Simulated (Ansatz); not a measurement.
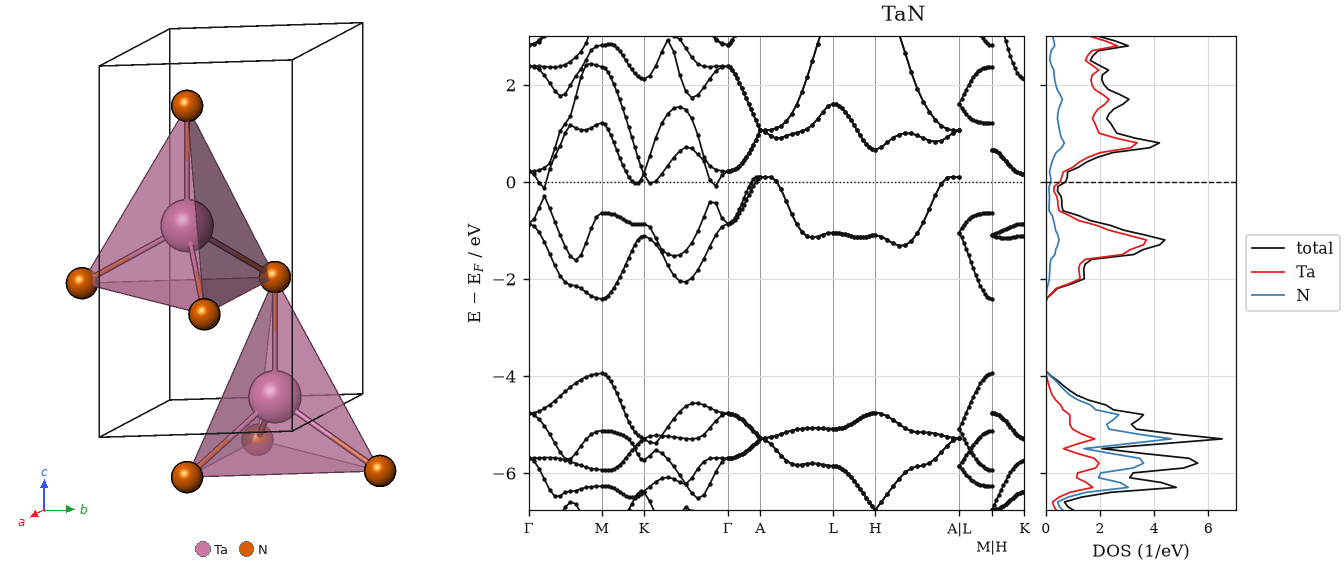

Band structure and density of states, beside the structure. Energies are counted from the Fermi level. The partial curves are projected on Löwdin-orthogonalised atomic shells.

System: TaN, space group P6_3mc (No. 186), 4 atoms in the cell.

Computed with Ansatz 0.2.0: DFT r2SCAN, scalar-relativistic, plane waves, PAW, no spin polarisation, 18×18×8 k mesh, 500 eV cutoff, Gaussian smearing of 0.1 eV.

Q: Does this material conduct, going by its bands?

A: A metal: bands cross the Fermi level along this path.

Q: What is the density of states at the Fermi level?

A: The density of states at the Fermi level isn't well fixed here: it changes fast, and within 0.3 eV it runs from 0.43 to 1.2 per eV and cell.

Q: Which levels at M lie nearest to the Fermi level?

A: At M the nearest levels lie 0.64 eV below and 1.21 eV above the Fermi level.

Spin-orbit coupling is left out, which matters for Ta.
